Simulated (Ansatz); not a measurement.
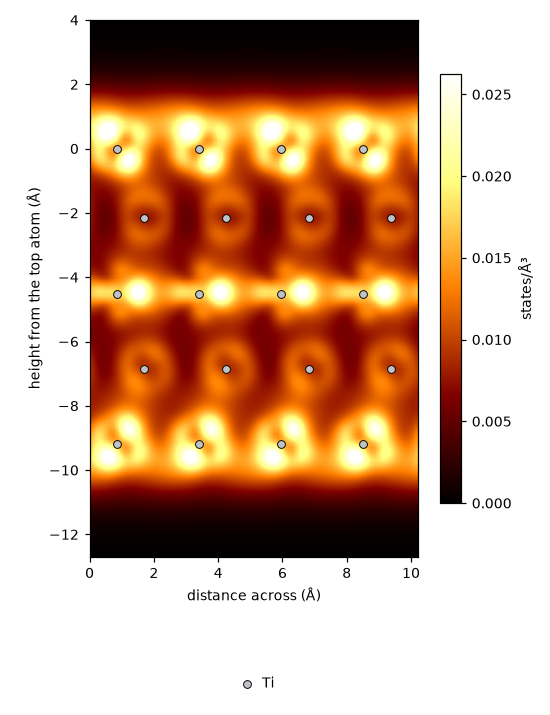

Density of all states between −0.50 and −0.25 eV (zero: the Fermi level) of Ti(001) (P6_3/mmc bulk, 5 atomic planes (those closer than 0.6 Å count as one), 9 Å): side view, averaged along the second cell vector.

The picture shows the smooth PAW orbitals' density alone, which lacks about 26 % of these states' charge, near the nuclei; the shares below count all of it.

Theory: DFT PBE, scalar-relativistic, plane waves, PAW in Ansatz 0.2.0. Cutoff 420 eV, 27 × 27 k-points, Gaussian smearing 0.1 eV, dipole correction. The slab is a cut without reconstruction beyond its cell, at the source's lattice constants, with its lower half held fixed and the rest relaxed. No spin polarisation. The run couldn't confirm all of its levels under its output density.

```
Ti
1.0
     2.95000    0.00000    0.00000
    -1.47500    2.55477    0.00000
     0.00000    0.00000   29.37200
Ti
5
Direct
  0.33333 0.66667 0.34046
  0.66667 0.33333 0.42023
  0.33333 0.66667 0.49926
  0.66667 0.33333 0.58031
  0.33333 0.66667 0.65353
```

The last single point, restarted from the relaxation's density, took 5.7 min on 1 thread of AMD EPYC 7571, with other jobs on the host, peak memory 0.88 GiB.

Q: How is this energy window spread over the atomic planes?

A: The window holds 1.6 states per cell. Shares by plane (space cut midway between planes), top to bottom: Ti 28 %, Ti 13 %, Ti 19 %, Ti 13 %, Ti 27 %; the outer planes' shares include the vacuum, and density in a gap between layers is shared out between the planes on either side. The outer planes of both faces hold more than their share.
